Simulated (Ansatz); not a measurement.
Run report: MnO$_{2}$, single-point calculation

The run: single-point calculation of MnO$_{2}$ (C2/m, 3 atoms in the cell). Method and program: DFT PBE+U, scalar-relativistic, plane waves, PAW, Ueff = 1 eV on Mn atom 1 d, spin-polarised (Ansatz 0.2.0).

The structure was built on a prototype by a generator; it need not be a known phase. It belongs to a series of runs on one base structure; here: natural orbitals of the symmetric run, filled by rank. Figures and captions count atoms from 1; the log counts them from 0 in places.

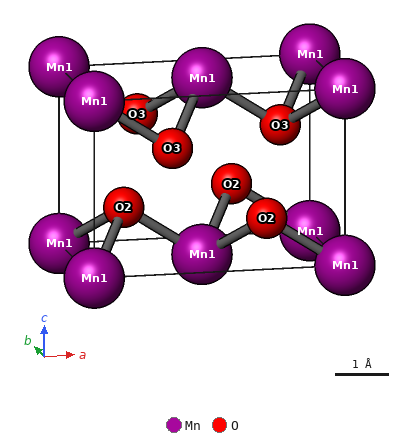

The structure (ball-and-stick view of the cell 2 times as large as that of the calculation, set on its symmetry axes, seen slightly off an axis; atoms are numbered from 1 in the order of the input).

**Key numbers**

- outcome: converged
- space group (tolerance 0.01 Å): C2/m (12)
- electrons treated: 27
- free energy: −5031.4762 eV
- Fermi energy: 13.493 eV
- gap on the k-point mesh: 0.36 eV
- net moment of the cell: 3.00 μB
- integrated absolute moment: 3.19 μB
- pressure: 26.92 GPa
- largest force (length of the vector): 3.384 eV/Å
- hardware: 2 threads of Arm Neoverse N1, 16 GiB of memory available, shared host
- wall time: 13 s (CPU time 25 s)
- peak memory: 0.37 GiB

**Input**
```yaml
crystal:
  lattice:
    - [2.43025023, -1.48979173, 0.0]
    - [2.43025023, 1.48979173, 0.0]
    - [-0.00239261, 0.0, 3.42716244]
  atoms:
    - { symbol: Mn, position: [0.0, 0.0, 0.0], spin: 3.0 }
    - { symbol: O, position: [0.6879, 0.6879, 0.2889] }
    - { symbol: O, position: [0.3121, 0.3121, 0.7111] }
basis:
  ecutwfc: 420
  ecutrho_ratio: 4
kpoints:
  mp_grid: { grid: [7, 7, 6] }
hamiltonian:
  xc: pbe
  hubbard:
    sites:
      - { site: 0, l: d, u_eff: 1.0, starting_ns: [{ spin: up, occupation_matrix: s0up }, { spin: down, occupation_matrix: s0down }] }
    occupation_matrices:
      s0up:
        matrix:
          - [0.96941, -0.01884, 0.0, -0.01443, 0.0]
          - [-0.01884, 0.37152, 0.0, -0.45828, 0.0]
          - [0.0, 0.0, 0.42735, 0.0, 0.47016]
          - [-0.01443, -0.45828, 0.0, 0.61907, 0.0]
          - [0.0, 0.0, 0.47016, 0.0, 0.56265]
      s0down:
        matrix:
          - [0.02, 0.0, 0.0, 0.0, 0.0]
          - [0.0, 0.02, 0.0, 0.0, 0.0]
          - [0.0, 0.0, 0.02, 0.0, 0.0]
          - [0.0, 0.0, 0.0, 0.02, 0.0]
          - [0.0, 0.0, 0.0, 0.0, 0.02]
    ns_hold: { iters: 10 }
scf:
  occupations: { method: gaussian, width: 0.05 }
  lower_state_search: "off"
  max_iter: 150
output:
  forces: true
  stress: true
  eigenvalues: true
  populations: true
  hubbard: { sites: [{ site: 0, l: d }] }
  write_density: true
  write_potential: true
  elf: true
  volumetric_format: npy
magnetization:
  spin_polarized: true
```

Run as:
```bash
ansatz run input.yaml --threads 2 --pin off --max-ram 3072MiB --backend cpu --events-out ev --progress --plain --runs-dir out
```

**Log**
```
Mn: projections on atomic orbitals take those of the free atom [Ne] 3s2 3p6 3d5 4s2, of charge +0.00 (hamiltonian.pseudopotentials.projection_atoms); the dataset's partial waves leave at most 9.0e-7 of an orbital's norm unspanned inside its sphere
O: projections on atomic orbitals take those of the free atom [He] 2s2 2p4, of charge +0.00 (hamiltonian.pseudopotentials.projection_atoms); the dataset's partial waves leave at most 1.9e-8 of an orbital's norm unspanned inside its sphere
Engine: ansatz 0.2.0, aarch64-unknown-linux-gnu
Pseudopotentials: kind: paw
Pseudopotential: Mn, paw, valence charge 15, recommended cutoff 420 eV (normal), Mn.paw.azcp
Pseudopotential: O, paw, valence charge 6, recommended cutoff 420 eV (normal), O.paw.azcp
Functional definition: PBE
  parameter kappa = 0.804
  parameter beta = 0.06672455060314922
  exchange = pbe_x(kappa = kappa, mu = beta*pi^2/3)
  correlation = pbe_c(beta = beta)
Crystal: 3 atoms, lattice volume = 24.817 Å³
Basis set: ecut = 420 eV, 487 PW (Γ), exchange–correlation on 40×40×48 points (8 copies of the dense FFT grid, shifted against one another)
Bands: 19, of which v1, the nominal top of the filled ones, is band 14 counted from 1 (13 counted from 0)
Symmetry: 4 space group operations
Space group: C2/m (ITA 12), of the structure as read, at distance tolerance 2.9e-5 Å
Magnetic group: BNS 12.58 (UNI 65), of the structure as read, at distance tolerance 2.9e-5 Å
k-points: 88 of 294
Non-local potential: Mn, projectors of the file, l = 0: 3, l = 1: 2, l = 2: 3, l = 3: 1
Non-local potential: O, projectors of the file, l = 0: 2, l = 1: 2, l = 2: 1
PAW form: soft (Blöchl's): semilocal exchange-correlation on the pseudo side does not see the compensation charge
PAW one-centre angular grid: Mn, 590 points (default); XC on 64 Gauss nodes
PAW one-centre angular grid: O, 110 points (default); XC on 64 Gauss nodes
Initial density: superposition of atomic densities (chi_scale 0.1, normalization cell, long waves kept (reshape's long-wave potential 0.01 eV rms))
Starting moments: Σ|m| = 3 μB on 1 of 3 sites
Initial wavefunctions: pseudopotential atomic-orbital guess
Functional: x = pbe(κ = 0.804, μ = 0.2195149727645171), c = pbe(β = 0.06672455060314922)
SCF iter   1: F=—  HF=-5033.925165 eV  |F-HF|=—  |Δ(HF+E_count)|=         —  Δρ=2.87e-1 (↑1.66e-1 ↓2.87e-1)  dr2=5.18e1  dr2_m=1.20e0  M=1.858 μB ∫|m|=1.880 μB  β_m=0.30  ethr=3.10e-3  ⟨swp⟩=4.6  Hψ=13295  notcnv=0
preconditioner: auto → none  [metal: Δε(μ)=0.021 eV  Ē_g=12.173 eV  σ=0.050 eV  W_gap=0.23  n_scr=8 (ndim 8)  ℏωp=32.5 eV  f_vac=0.000  D(μ)=2.80/eV (n_scr^D=40)  sad-step TF]
SCF iter   2: F=—  HF=-5032.266818 eV  |F-HF|=—  |Δ(HF+E_count)|=    1.66e0  Δρ=1.39e-1 (↑1.20e-1 ↓1.39e-1)  dr2=1.12e1  dr2_m=3.88e-1  M=3.000 μB ∫|m|=3.040 μB  β_m=1.00  ethr=3.10e-3  ⟨swp⟩=3.6  Hψ=8906  notcnv=0  defer=191
SCF iter   3: F=—  HF=-5030.952056 eV  |F-HF|=—  |Δ(HF+E_count)|=    1.31e0  Δρ=6.26e-2 (↑5.03e-2 ↓6.26e-2)  dr2=2.27e0  dr2_m=1.38e-2  M=3.000 μB ∫|m|=3.085 μB  β_m=1.00  ethr=3.10e-3  ⟨swp⟩=3.2  Hψ=8241  notcnv=0  defer=175
SCF iter   4: F=—  HF=-5030.908539 eV  |F-HF|=—  |Δ(HF+E_count)|=   4.35e-2  Δρ=1.92e-2 (↑1.92e-2 ↓1.44e-2)  dr2=1.47e-1  dr2_m=1.14e-2  M=2.994 μB ∫|m|=3.077 μB  β_m=1.00  ethr=3.10e-3  ⟨swp⟩=3.4  Hψ=7549  notcnv=0  defer=176
SCF iter   5: F=—  HF=-5031.012720 eV  |F-HF|=—  |Δ(HF+E_count)|=   1.04e-1  Δρ=1.18e-2 (↑8.45e-3 ↓1.18e-2)  dr2=9.72e-2  dr2_m=1.13e-3  M=3.000 μB ∫|m|=3.092 μB  β_m=1.00  ethr=5.43e-4  ⟨swp⟩=2.6  Hψ=6014  notcnv=0  defer=176
SCF iter   6: F=—  HF=-5031.045074 eV  |F-HF|=—  |Δ(HF+E_count)|=   3.24e-2  Δρ=6.00e-3 (↑4.63e-3 ↓6.00e-3)  dr2=2.93e-2  dr2_m=1.31e-4  M=3.000 μB ∫|m|=3.097 μB  β_m=0.30  ethr=3.60e-4  ⟨swp⟩=2.0  Hψ=4353  notcnv=0  defer=176
Mixer restart at iter 6: flushing history
spin-set hold released at iteration 6 (site moments contracting): the magnetisation degrees of freedom join the quasi-Newton model from the next iteration; the mixer history was flushed
SCF iter   7: F=—  HF=-5031.070536 eV  |F-HF|=—  |Δ(HF+E_count)|=   2.55e-2  Δρ=7.90e-3 (↑7.90e-3 ↓6.03e-3)  dr2=4.23e-2  dr2_m=5.69e-4  M=3.000 μB ∫|m|=3.091 μB  β_m=0.28  ethr=1.09e-4  ⟨swp⟩=2.4  Hψ=5228  notcnv=0  defer=176
SCF iter   8: F=—  HF=-5031.075107 eV  |F-HF|=—  |Δ(HF+E_count)|=   4.57e-3  Δρ=5.14e-3 (↑3.76e-3 ↓5.14e-3)  dr2=2.00e-2  dr2_m=1.27e-4  M=3.000 μB ∫|m|=3.098 μB  β_m=0.15  ethr=1.09e-4  ⟨swp⟩=2.6  Hψ=5529  notcnv=0  defer=176
SCF iter   9: F=—  HF=-5031.081551 eV  |F-HF|=—  |Δ(HF+E_count)|=   6.44e-3  Δρ=2.30e-3 (↑9.64e-4 ↓2.30e-3)  dr2=2.58e-3  dr2_m=1.36e-4  M=3.000 μB ∫|m|=3.098 μB  β_m=0.61  ethr=7.39e-5  ⟨swp⟩=2.0  Hψ=3912  notcnv=0  defer=176
SCF iter  10: F=—  HF=-5031.088082 eV  |F-HF|=—  |Δ(HF+E_count)|=   6.53e-3  Δρ=3.27e-4 (↑3.27e-4 ↓2.50e-4)  dr2=1.45e-5  dr2_m=1.31e-5  M=3.000 μB ∫|m|=3.100 μB  β_m=0.68  ethr=9.55e-6  ⟨swp⟩=2.0  Hψ=5203  notcnv=0  defer=176
SCF iter  11: F=—  HF=-5031.088223 eV  |F-HF|=—  |Δ(HF+E_count)|=   1.41e-4  Δρ=1.00e-4 (↑1.00e-4 ↓6.56e-5)  dr2=1.16e-6  dr2_m=1.07e-6  M=3.000 μB ∫|m|=3.101 μB  β_m=0.68  ethr=5.39e-8  ⟨swp⟩=2.0  Hψ=5673  notcnv=0  defer=176
Mixer restart at iter 11: flushing history
SCF iter  12: F=—  HF=-5031.088706 eV  |F-HF|=—  |Δ(HF+E_count)|=         —  Δρ=1.02e-4 (↑1.02e-4 ↓6.23e-5)  dr2=1.93e-6  dr2_m=7.44e-7  M=3.000 μB ∫|m|=3.101 μB  β_m=0.68  ethr=4.31e-9  ⟨swp⟩=1.7  Hψ=3945  notcnv=0  defer=176
SCF iter  13: F=—  HF=-5031.436233 eV  |F-HF|=—  |Δ(HF+E_count)|=   3.48e-1  Δρ=1.04e-2 (↑1.04e-2 ↓5.56e-3)  dr2=6.10e-2  dr2_m=1.45e-3  M=3.000 μB ∫|m|=3.123 μB  β_m=0.25  ethr=4.31e-9  ⟨swp⟩=3.5  Hψ=7295  notcnv=0  defer=176
SCF iter  14: F=—  HF=-5031.457818 eV  |F-HF|=—  |Δ(HF+E_count)|=   2.16e-2  Δρ=9.50e-3 (↑6.49e-3 ↓9.50e-3)  dr2=5.83e-2  dr2_m=7.29e-4  M=3.000 μB ∫|m|=3.137 μB  β_m=0.26  ethr=4.31e-9  ⟨swp⟩=5.1  Hψ=12060  notcnv=0  defer=176
SCF iter  15: F=—  HF=-5031.468026 eV  |F-HF|=—  |Δ(HF+E_count)|=   1.02e-2  Δρ=2.57e-3 (↑2.12e-3 ↓2.57e-3)  dr2=2.64e-4  dr2_m=1.06e-3  M=3.000 μB ∫|m|=3.144 μB  β_m=0.75  ethr=4.31e-9  ⟨swp⟩=4.0  Hψ=10163  notcnv=0  defer=176
SCF iter  16: F=—  HF=-5031.476147 eV  |F-HF|=—  |Δ(HF+E_count)|=   8.12e-3  Δρ=7.66e-4 (↑7.66e-4 ↓4.66e-4)  dr2=9.88e-5  dr2_m=5.27e-5  M=3.000 μB ∫|m|=3.183 μB  β_m=0.80  ethr=4.31e-9  ⟨swp⟩=3.5  Hψ=8425  notcnv=0  defer=176
SCF iter  17: F=—  HF=-5031.476165 eV  |F-HF|=—  |Δ(HF+E_count)|=   1.77e-5  Δρ=3.36e-4 (↑3.36e-4 ↓1.99e-4)  dr2=3.68e-5  dr2_m=1.52e-6  M=3.000 μB ∫|m|=3.189 μB  β_m=0.69  ethr=4.31e-9  ⟨swp⟩=3.2  Hψ=7621  notcnv=0  defer=176
SCF iter  18: F=—  HF=-5031.476151 eV  |F-HF|=—  |Δ(HF+E_count)|=   1.42e-5  Δρ=9.43e-5 (↑4.73e-5 ↓9.43e-5)  dr2=2.08e-6  dr2_m=6.04e-7  M=3.000 μB ∫|m|=3.189 μB  β_m=0.84  ethr=4.31e-9  ⟨swp⟩=3.1  Hψ=6700  notcnv=0  defer=176
SCF iter  19: F=-5031.476151 eV  HF=-5031.476151 eV  |F-HF|=4.45e-9  |Δ(HF+E_count)|=   2.54e-7  Δρ=8.59e-6 (↑7.19e-6 ↓8.59e-6)  dr2=1.27e-8  dr2_m=1.11e-8  M=3.000 μB ∫|m|=3.189 μB  ethr=3.70e-10  ⟨swp⟩=9.0  Hψ=23650  notcnv=0
SCF 1 converged in 19 iterations: F = -5031.476151 eV  dr2 = 1.27e-8
  greatest PAW one-centre occupation: 1.000 electrons in one spin orbital (limit 2), on the Mn atom at site 0 (counted from 0), in its partial waves of l = 1
SCF converged after 19 iterations
Magnetization: 3.0000 μB (15.0000 up, 12.0000 down)
Absolute magnetization: 3.1907 μB (∫|ρ↑−ρ↓|, with the PAW one-centre terms)
Spin contamination: 0.0803 ħ² per cell (⟨S²⟩ above its minimum at these occupations)
Per-site moments (μB) at R_I (Å): [(2.5380760004191196, 0.747477342846039), (-0.03418889187781101, 0.747477342846039), (-0.03418889187781102, 0.747477342846039)]
Free energy (F): -5031.476151 eV
Harris-Foulkes:  -5031.476151 eV  (|F-HF|=4.45e-9)
Internal energy: -5031.476151 eV  (E = F + TS)
E sigma→0 (E₀):  -5031.476151 eV
Fermi energy:    13.492939 eV
--- Per-component energies (eV) ---
  E_band       = -227.773006
  E_kinetic    = 653.293353
  E_local      = -2414.946568  (includes V_loc(G=0)·N_el)
  E_nonlocal   = 335.897790
  E_hartree    = 947.940835
  E_xc         = -261.799996
  E_vxc        = -334.680043  (∫ρ·V_xc dr)
  E_hubbard    = 0.657443  (on-site DFT+U / exact-exchange correction)
  E_vhub       = -1.248703  (the Hubbard potential's part of the band-sum identity)
  E_paw        = -1611.980232  (= ΣΔE_a)
  E_vpaw       = -361.980520  (= ΣTr[D̂ρ^β])
  E_aug_tail   = 0.004768  (compensation charges beyond the density's cutoff)
  E_ewald      = -2680.543544
  E_smearing   = -0.000000  (= −TS)
  E_closure    = -0.000000  (closes the sum)
  Σ components = -5031.476151   (vs F -5031.476151, Δ=0.00e0)
--- Specified on-site occupations, and those of the state reported ---
  electrons in the specified blocks: 3.0500 specified, 5.1272 found
  site 0 (l=d) ↑: largest change of an orbital's occupation 0.5698; electrons 2.9500 specified, 4.0631 found; spectral distance 0.7532
  site 0 (l=d) ↓: largest change of an orbital's occupation 0.3410; electrons 0.1000 specified, 1.0641 found; spectral distance 0.4880
--- Forces (eV/Å), atoms counted from 1 ---
  atom   1  Mn     0.00000000     0.00000000     0.00000000
  atom   2  O     -1.89087060     0.00000000    -2.80616119
  atom   3  O      1.89087060     0.00000000     2.80616119
  max |Σ_I F_I| component: 0.00e0 eV/Å
--- Stress (GPa, compression-positive) ---
       29.713482       0.000000     -20.618234
        0.000000       9.720764       0.000000
      -20.618138       0.000000      41.326495
  P = ⅓ Tr σ = 26.9202 GPa (269.202 kbar)
--- Band table (eV; the first three rows and the last of 176) ---
  k-point 0 ↑: bands = ["-68.6141", "-37.3160", "-37.2756", "-37.2389", "-7.5012", "-3.3233", "5.6288", "6.7579", "7.1119", "10.0998", "10.3578", "11.5610", "12.0948", "12.2357", "13.3166", "14.3216", "15.5638", "20.7798", "22.9588"]
  k-point 1 ↑: bands = ["-68.6141", "-37.3188", "-37.2754", "-37.2388", "-7.2866", "-3.7111", "6.0804", "6.8836", "7.1561", "10.0433", "10.3143", "11.4496", "11.7266", "11.8523", "12.8937", "14.7474", "15.7533", "21.3217", "23.4101"]
  k-point 2 ↑: bands = ["-68.6140", "-37.3243", "-37.2751", "-37.2387", "-6.6755", "-4.6349", "7.1508", "7.1803", "7.2930", "9.9562", "10.2287", "10.7976", "10.9173", "11.2070", "12.5093", "15.3449", "16.1033", "22.5129", "24.0841"]
  k-point 87 ↓: bands = ["-65.2274", "-34.2782", "-34.0140", "-33.8872", "-5.4405", "-4.3847", "6.6400", "6.9437", "8.2235", "9.7942", "10.7682", "11.3887", "14.7440", "15.1297", "15.3868", "16.4841", "17.2255", "25.2119", "27.9845"]
Occupation matrices written to [file]
--- Löwdin populations: 3 sites ---
  site symbol       q [e]    m [muB]
     0     Mn     13.6695     3.0115
     1      O      6.6078    -0.0149
     2      O      6.6078    -0.0149
  spilling = 0.004250 (of n_electrons = 27.000000)
--- Occupation matrices: 1 shell (run DFT+U table (all-electron-ortho-atomic); ε = 5.41e-3) ---
  Mn0 d_3D: site group C2h (2/m)
  Mn0 d_3D up     Tr n = 4.0631  λ = 0.512 0.590 0.983 0.984 0.995  [xz 0.63 Ag(1.00) | yz 0.57 Bg(1.00) | 2× z2 0.32 Ag(0.50) | x2-y2 0.40 Ag(1.00)]
  Mn0 d_3D dn     Tr n = 1.0641  λ = 0.093 0.148 0.157 0.305 0.361  [z2 0.45 Ag(1.00) | xy 0.51 Bg(1.00) | z2 0.55 Ag(1.00) | yz 0.51 Bg(1.00) | xz 0.57 Ag(1.00)]
  specified occupation → Mn0 d_3D up: matrix, ‖Δ‖_F = 0.7532, Tr Δ = -1.1131, displaced = 0.5565, d_λ = 0.7532; orbital distance = 0.0010
  specified occupation → Mn0 d_3D dn: matrix, ‖Δ‖_F = 0.4880, Tr Δ = -0.9641, displaced = 0.4820, d_λ = 0.4880; orbital distance = 0.0000
  Tr n, λ and their labels are of the run-group-symmetrised matrices; stabiliser: 4 of 8 elements of G0×{1,Θ} (closed), max defect 9.0e-16 at τ = 1.1e-3
```

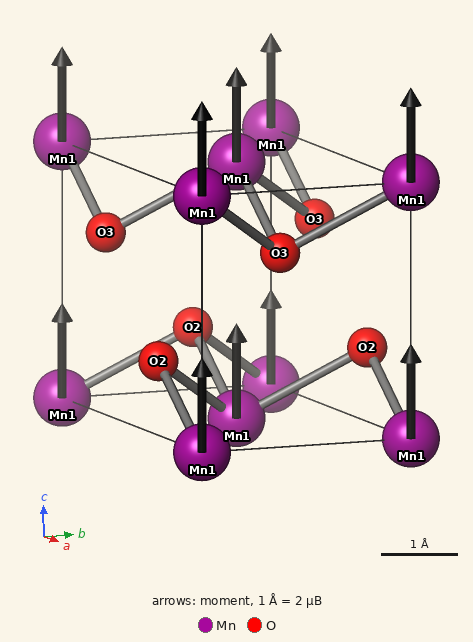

Magnetic moments of the sites as black arrows (ball-and-stick view of the cell 2 times as large as that of the calculation, set on its symmetry axes, seen slightly off an axis; atoms are numbered from 1 in the order of the input); small moments hardly show. The run is collinear, so the axis drawn is arbitrary. Site moments: Mn1 (2.54 μB). They are counted near the atoms and needn't add up to the moment of the cell.

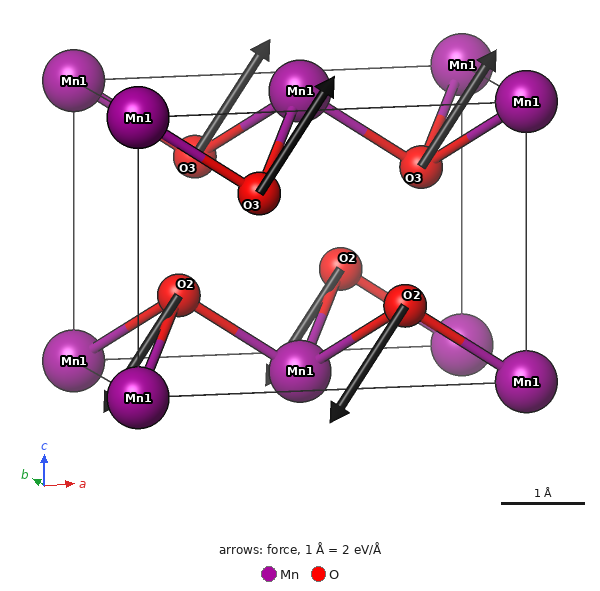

Forces on the atoms as black arrows (ball-and-stick view of the cell 2 times as large as that of the calculation, set on its symmetry axes, seen slightly off an axis; atoms are numbered from 1 in the order of the input). The largest act on O2, O3 (3.38 eV/Å). The geometry is not a stationary point of this energy.

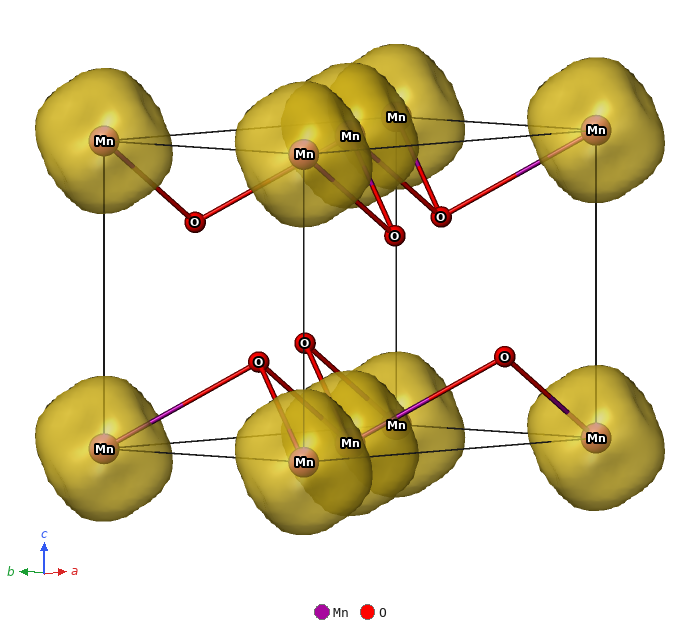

Isosurface of the spin density at +0.4 e/Å³ (yellow), seen at an oblique angle. Sticks mark near contacts. The outline is the cell set on symmetry axes. The cell of the calculation (3 atoms) carries 3.0 μB net. In a PAW calculation such maps are meaningful between the atoms, not at the nuclei.

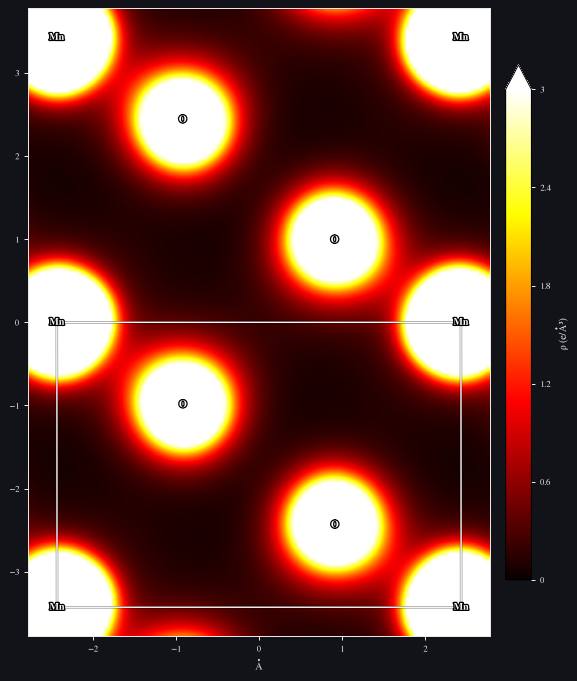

Valence electron density on the (010) plane of the conventional cell. Atoms in the plane: Mn and O. Mn–O (1.81 Å): the density is about 1 e/Å³ at the midpoint. Away from the nuclei the density in this plane falls to 0.06 e/Å³ at its lowest.
